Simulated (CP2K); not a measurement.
## Energy of LiCl along an even scaling of the cell

System: LiCl (Fm-3m, 2 atoms in the cell).
Method: Kohn-Sham DFT of a periodic cell, PBE, GTH-PBE with UZH-TZVP basis, no spin polarisation (CP2K 2026.2).

The 6 runs differ only in the geometry, by an even scaling of the cell at fixed fractional positions. The structure derives from an entry of the Crystallography Open Database.

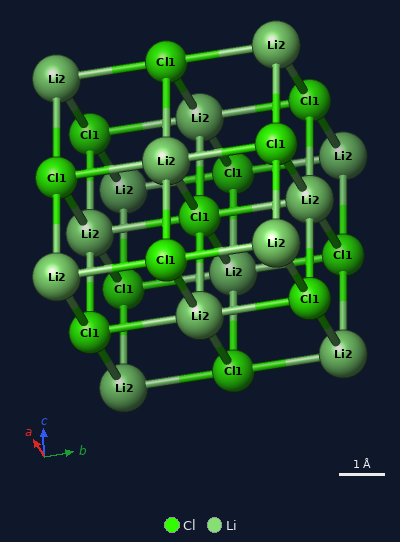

Figure 1. The structure of run 4 (ball-and-stick view of the cell 4 times as large as that of the calculation, set on its symmetry axes, seen at an oblique angle; atoms are numbered from 1 in the order of the input).

**Input of run 4**
```
&GLOBAL
  PROJECT licl_eos
  RUN_TYPE ENERGY_FORCE
  PRINT_LEVEL LOW
&END GLOBAL
&FORCE_EVAL
  METHOD QS
  STRESS_TENSOR ANALYTICAL
  &DFT
    BASIS_SET_FILE_NAME BASIS_MOLOPT_UZH
    POTENTIAL_FILE_NAME POTENTIAL_UZH
    WFN_RESTART_FILE_NAME previous-RESTART.kp
    &MGRID
      CUTOFF 450
      REL_CUTOFF 60
      NGRIDS 5
    &END MGRID
    &QS
      METHOD GPW
      EPS_DEFAULT 1.0E-10
    &END QS
    &KPOINTS
      SCHEME MONKHORST-PACK 9 9 9
      GAMMA_CENTERED T
      SYMMETRY T
      SYMMETRY_BACKEND SPGLIB
    &END KPOINTS
    &SCF
      SCF_GUESS RESTART
      EPS_SCF 1.0E-6
      MAX_SCF 100
      ADDED_MOS 10
      CHOLESKY OFF
      EPS_EIGVAL 1.0E-7
      &DIAGONALIZATION ON
        ALGORITHM STANDARD
      &END DIAGONALIZATION
      &MIXING ON
        METHOD BROYDEN_MIXING
        ALPHA 0.4
        BETA 1.5
        NBUFFER 8
      &END MIXING
      &SMEAR ON
        METHOD FERMI_DIRAC
        ELECTRONIC_TEMPERATURE [K] 580.226
      &END SMEAR
    &END SCF
    &XC
      &XC_FUNCTIONAL
        &GGA_X_PBE
        &END GGA_X_PBE
        &GGA_C_PBE
        &END GGA_C_PBE
      &END XC_FUNCTIONAL
    &END XC
    &PRINT
      &KPOINTS ON
      &END KPOINTS
      &MULLIKEN ON
      &END MULLIKEN
      &MO ON
        ENERGIES T
        OCCUPATION_NUMBERS T
        &EACH
          QS_SCF 0
        &END EACH
        ADD_LAST NUMERIC
      &END MO
    &END PRINT
  &END DFT
  &SUBSYS
    &CELL
      A 3.6511539636 0.0000000000 0.0000000000
      B 1.8255769818 3.1619920856 0.0000000000
      C 1.8255769818 1.0539973618 2.9811547277
      PERIODIC XYZ
    &END CELL
    &COORD
      Cl  3.6511539636 2.1079947237 1.4905773638
      Li  0.0000000000 0.0000000000 0.0000000000
    &END COORD
    &KIND Cl
      BASIS_SET TZVP-MOLOPT-PBE-GTH-q7
      POTENTIAL GTH-PBE-q7
    &END KIND
    &KIND Li
      BASIS_SET TZVP-MOLOPT-PBE-GTH-q3
      POTENTIAL GTH-PBE-q3
    &END KIND
    &PRINT
      &ATOMIC_COORDINATES ON
      &END ATOMIC_COORDINATES
      &CELL ON
      &END CELL
    &END PRINT
  &END SUBSYS
  &PRINT
    &FORCES ON
    &END FORCES
    &STRESS_TENSOR ON
    &END STRESS_TENSOR
  &END PRINT
&END FORCE_EVAL
```

Command:
```bash
OMP_NUM_THREADS=1 cp2k.psmp -i licl_eos.inp -o licl_eos.out
```

Run 2 differs from it as follows:
```diff
-      A 3.6511539636 0.0000000000 0.0000000000
-      B 1.8255769818 3.1619920856 0.0000000000
-      C 1.8255769818 1.0539973618 2.9811547277
+      A 3.5781112048 0.0000000000 0.0000000000
+      B 1.7890556024 3.0987352009 0.0000000000
+      C 1.7890556024 1.0329117336 2.9215155649
-      Cl  3.6511539636 2.1079947237 1.4905773638
+      Cl  3.5781112048 2.0658234672 1.4607577824
```

**Results, with one run withheld**

```tsv
run	volume per atom (Å³)	free energy per atom, from the lowest run given (meV)	pressure (GPa)	gap on the mesh (eV)
1	15.859	11.42	3.00	6.68
2	16.196	?	?	?
3	16.534	2.48	1.31	6.42
4	17.209	0.00	−0.06	6.19
5	17.546	0.76	−0.65	6.08
6	17.883	2.68	−1.17	5.98
```

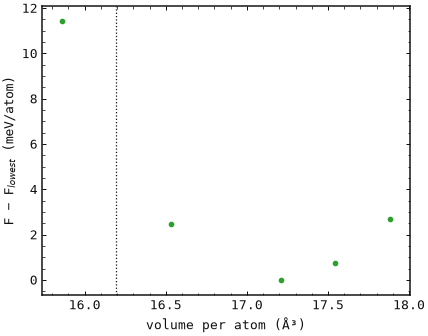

Figure 2. Free energy per atom of the runs given; the dotted line marks run 2.

What should run 2 give?

A cubic polynomial in V^(−2/3) (the Birch–Murnaghan form), fitted to the 5 runs given, misses them by under 0.01 meV per atom. With x = V^(−2/3) − 0.15137 Å⁻², it reads F = 0.20188 + 379.1 x + 1.6936e+05 x² + 3.4685e+05 x³ (meV per atom). At run 2 it gives 6.06 meV per atom, and the run itself gives 6.06. The slope of the fit gives a pressure −dF/dV of 2.11 GPa there, and the run prints 2.11 GPa. The fit has its minimum at 17.171 Å³ per atom, where V d²F/dV² gives 31.5 GPa: the bulk modulus at this level, since symmetry fixes the shape and the positions. The gap on the mesh goes, without turning, from 6.68 eV in run 1 to 5.98 eV in run 6; run 2 has 6.55 eV. These are gaps of this functional on this mesh, which can miss the band edges; they aren't the measured gap.

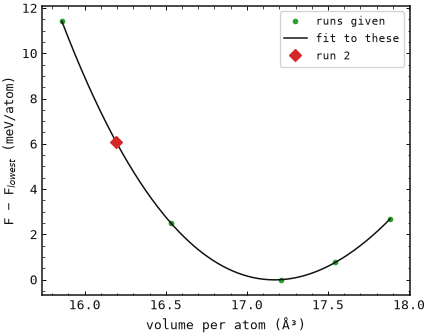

Figure 3. The fit and the withheld run.

**Some lines of the output (run 2)**
```
[...]
  Step     Update method      Time    Convergence         Total energy    Change
  Fermi energy:                                                 0.07874949976995
  Total energy:                                               -22.57249527382654
  Total energy (extrapolated to T->0):                        -22.57249527382654
 MO| E(Fermi):            0.078749 a.u.          2.142883 eV
 MO| Band gap:            0.349285 a.u.          9.504517 eV
 MO| Band gap:            0.344584 a.u.          9.376609 eV
 MO| Band gap:            0.335554 a.u.          9.130887 eV
 MO| Band gap:            0.338772 a.u.          9.218460 eV
 MO| Band gap:            0.348131 a.u.          9.473117 eV
 MO| Band gap:            0.341271 a.u.          9.286466 eV
 MO| Band gap:            0.356343 a.u.          9.696598 eV
 MO| Band gap:            0.349533 a.u.          9.511282 eV
 MO| Band gap:            0.363483 a.u.          9.890866 eV
```
